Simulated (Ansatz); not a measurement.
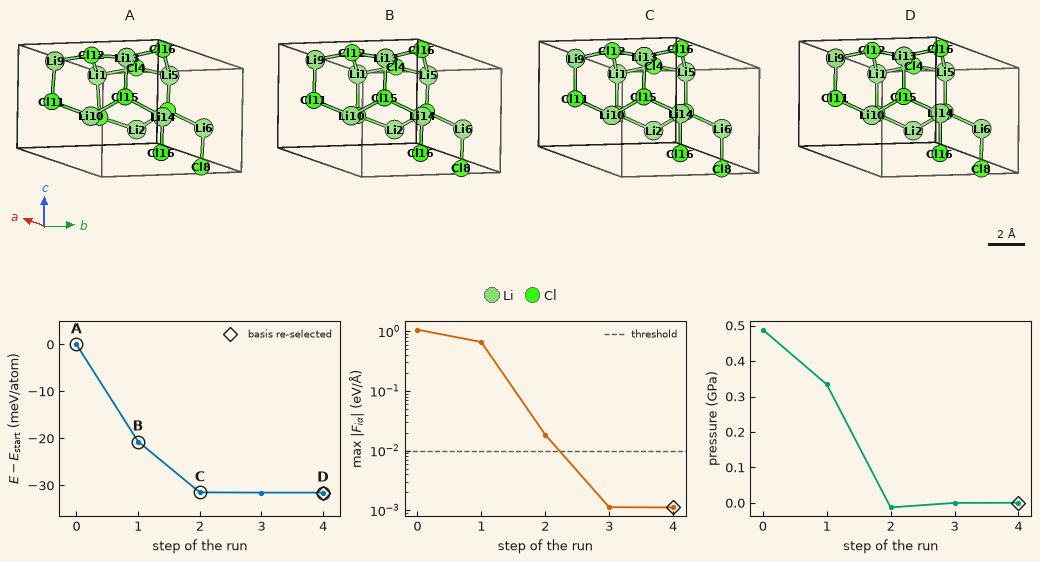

Frames of a relaxation of solid LiCl (built on the database structure type), marked on the history of the run. A ball-and-stick model of the cell of the calculation, seen from a free direction.

Case: shaken.

Level of theory: DFT, PBEsol, plane waves, PAW (Ansatz).

Input file:
```yaml
crystal:
  lattice:
    - [7.7782382676, -0.1235928362, -0.0958654112]
    - [-3.9961536698, 6.8692371622, 0.0653440013]
    - [-0.0762777789, 0.0159969268, 6.0873268561]
  atoms:
    - { symbol: Li, position: [0.3084301694, 0.1443260369, 0.8884349615] }
    - { symbol: Li, position: [0.1756291831, 0.3527430441, 0.3929049037] }
    - { symbol: Cl, position: [0.3189145887, 0.1738777185, 0.4799987158] }
    - { symbol: Cl, position: [0.1755593931, 0.3436046192, 0.9903572586] }
    - { symbol: Li, position: [0.3205577037, 0.6703690828, 0.859956899] }
    - { symbol: Li, position: [0.1640019407, 0.8245992428, 0.3884309667] }
    - { symbol: Cl, position: [0.3217444099, 0.6598209968, 0.5195461221] }
    - { symbol: Cl, position: [0.1687485149, 0.8146537393, 1.0111216776] }
    - { symbol: Li, position: [0.8526813564, 0.1719346219, 0.8747071147] }
    - { symbol: Li, position: [0.6811178316, 0.330575158, 0.3829133797] }
    - { symbol: Cl, position: [0.832880144, 0.1427174987, 0.4893427657] }
    - { symbol: Cl, position: [0.6554890857, 0.3143319133, 0.9798000956] }
    - { symbol: Li, position: [0.8410693726, 0.6780231305, 0.8881254961] }
    - { symbol: Li, position: [0.6618172721, 0.8327528229, 0.3557943255] }
    - { symbol: Cl, position: [0.8356962712, 0.6680589712, 0.5093345526] }
    - { symbol: Cl, position: [0.6835393574, 0.8402796494, 1.0045146031] }
kpoints:
  mp_grid: { grid: [6, 6, 4] }
hamiltonian:
  xc: pbesol
scf:
  occupations: { method: fermi_dirac, width: 0.05 }
relax:
  f_tol: 0.01
  cell: {}
  max_steps: 120
```

**What happens along the run?**

The atom that moves furthest relative to the cell is Cl3 (0.19 Å along [2 −1 2]). By element the largest moves are Cl 0.19 Å, Li 0.18 Å. The drawn cell changes as follows: a 7.780 → 7.766 Å (−0.2 %), b 7.947 → 7.773 Å (−2.2 %), c 6.088 → 6.170 Å (+1.3 %), α 89.0° → 90.0°, β 91.4° → 90.0°, γ 121.1° → 120.0°; the volume changes by +0.1 %. Among the contacts that change: Li5–Cl7 2.076 → 2.362 Å, Li14–Cl16 2.147 → 2.362 Å, Li5–Cl16 2.559 → 2.356 Å, Cl12–Li13 2.535 → 2.356 Å. Bond angles that change, for instance: Li2–Cl3–Li6 123.1° → 111.2°, Cl4–Li1–Cl8 122.4° → 111.2°, Cl7–Li14–Cl16 118.5° → 108.0°. The space group (tolerance 0.01 Å) goes from P1 (No. 1) to P6_3mc (No. 186). After 3 accepted moves (4 points after the start) the energy has fallen by 31.5 meV per atom. Largest force component: 1.1 eV/Å at the start, 0.0011 eV/Å at the end. The pressure goes from 0.49 to 0.00 GPa. The SCF was repeated once at an unchanged geometry on a basis and grid sized afresh for the cell, which shifted the energy by less than 0.05 meV per atom at most. From step 0 to 1: Cl3 moves most (0.14 Å), volume −0.5 %, energy −20.7 meV per atom. From step 1 to 2: Li5 moves most (0.16 Å), volume +0.6 %, energy −10.8 meV per atom. From step 2 to 4: energy −0.1 meV per atom.
